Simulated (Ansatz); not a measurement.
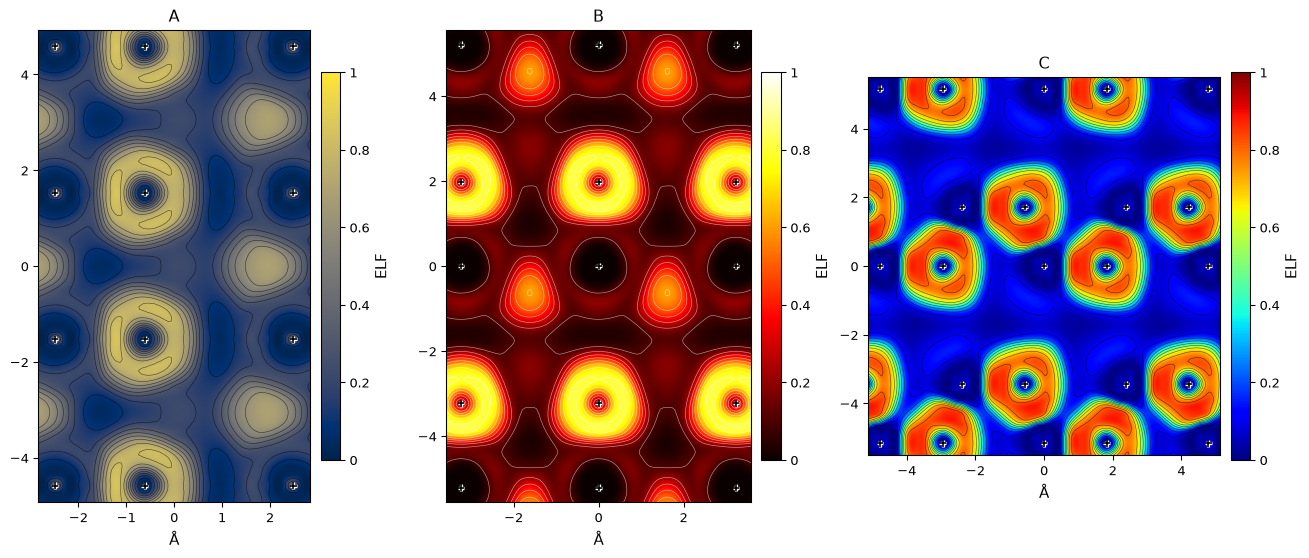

The electron localisation function of 3 systems, each on a plane through atoms (crosses mark nuclei in the plane).

Theory: Ansatz 0.2.0, DFT, PBE, plane waves, PAW.

System 1: AlN, the (110) plane of the conventional cell. Space group P6₃mc; started from the wurtzite prototype, which need not be the ambient phase; changed on purpose from its base cell (hydrostatic strain -4.0%); computed pressure about 37 GPa in this cell.

```xyz
4
Lattice="2.9824 0.0000 0.0000 -1.4912 2.5829 0.0000 0.0000 0.0000 4.7794" Properties=species:S:1:pos:R:3 pbc="T T T"
Al    0.0000    1.7219    4.7621
Al    1.4912    0.8609    2.3723
N     0.0000    1.7219    1.8097
N     1.4912    0.8609    4.1994
```

System 2: GaN, the (11̄0) plane of the conventional cell. Space group P6₃mc; started from the wurtzite prototype, which need not be the ambient phase; changed on purpose from its base cell (hydrostatic strain -4.0%); computed pressure about 38 GPa in this cell.

```
Ga N
1.0
     3.05582    0.00000    0.00000
    -1.52791    2.64642    0.00000
     0.00000    0.00000    4.97628
Ga N
2 2
Direct
  0.33333 0.66667 0.99927
  0.66667 0.33333 0.49927
  0.33333 0.66667 0.37573
  0.66667 0.33333 0.87573
```

System 3: ZnO, the (010) plane of the conventional cell. Space group P6₃mc; started from the wurtzite prototype, which need not be the ambient phase; computed pressure about 6 GPa in this cell.

Match each panel to its system.

Panel A is system 2, GaN: the plane holds Ga and N. Ga–N (1.87 Å): the ELF peaks at about 0.85 in the valence shell of N, 0.6 Å from its nucleus, and is about 0.50 at the midpoint. Panel B is system 3, ZnO: the plane holds Zn and O. Zn–O (1.98 Å): the ELF peaks at about 0.85 in the valence shell of O, 0.6 Å from its nucleus, and is about 0.25 at the midpoint (no localised pair shows between them). Panel C is system 1, AlN: the plane holds Al and N. Al–N (1.81 Å): the ELF peaks at about 0.90 in the valence shell of N, 0.7 Å from its nucleus, and is about 0.85 at the midpoint.
